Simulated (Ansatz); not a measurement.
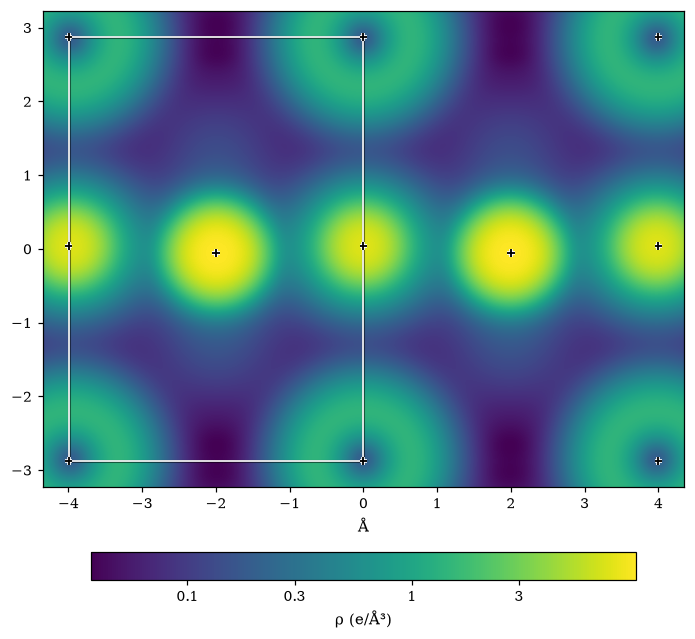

The valence charge density (pseudo) on a plane through atoms (crosses mark nuclei in the plane).

All numbers below come from Ansatz, DFT, PBEsol, PAW with Ansatz's default frozen-core files, scalar-relativistic.

Candidates:
A. BaTiO3, a = 4.00 Å, b = 4.00 Å, c = 4.14 Å, α = 90.00°, β = 90.00°, γ = 90.00°. Space group P4mm; changed on purpose from its base cell (zz strain of +3 %, PAW files); not relaxed (largest force 0.8 eV/Å); computed pressure about −8 GPa in this cell; computed without spin polarisation.
B. Ge, a = 3.98 Å, b = 3.98 Å, c = 9.90 Å, α = 90.00°, β = 90.00°, γ = 120.00°. Space group R-3m; changed on purpose from its base cell (equal xy, yz and zx shear strains of +1 %, PAW files).
C. Ti, a = 2.91 Å, b = 2.95 Å, c = 4.69 Å, α = 88.29°, β = 87.64°, γ = 61.28°. Space group P-1; changed on purpose from its base cell (equal xy, yz and zx shear strains of -3 %, PAW files); computed pressure about −6 GPa in this cell; computed without spin polarisation.

Which candidate gave the map?

Candidate A: BaTiO3 on the (011̄) plane of the conventional cell, which holds Ba, Ti and O. Ba–O (2.83 Å): ρ is about 0.19 e/Å³ halfway. Ti–O (2.00 Å): ρ is about 0.63 e/Å³ halfway.
